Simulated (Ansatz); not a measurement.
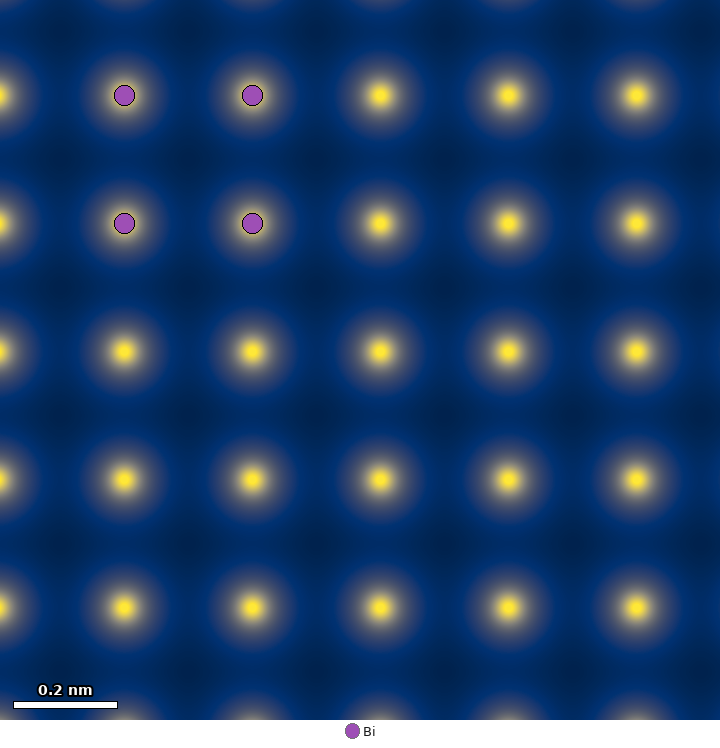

Projected-potential map of Bi (Fm-3m, No. 225) along [001]. Computed as the sum of neutral-atom potentials (tabulated electron scattering factors, B = 0.8 Å²) projected along the beam and smoothed by 0.25 Å; brighter is more positive. The display is stretched by a gamma of 0.7; percentages refer to the linear signal. Atomic positions: the input geometry of an electronic-structure calculation (not necessarily at equilibrium); the starting structure was generated, so it need not be a known form of this composition.

Coloured dots in one corner mark the columns of the model.

### Interpret the image.

The columns repeat on a square net with a repeat of 2.49 Å (plane group p4mm). All columns are alike (Bi). The shortest distance between visible columns is 2.49 Å in projection. Along the beam the structure repeats every 4.98 Å.

### What mean inner potential do neutral atoms give for this crystal?

About 20 V (the sum of the forward scattering factors over the cell volume; bonding usually lowers the true value).
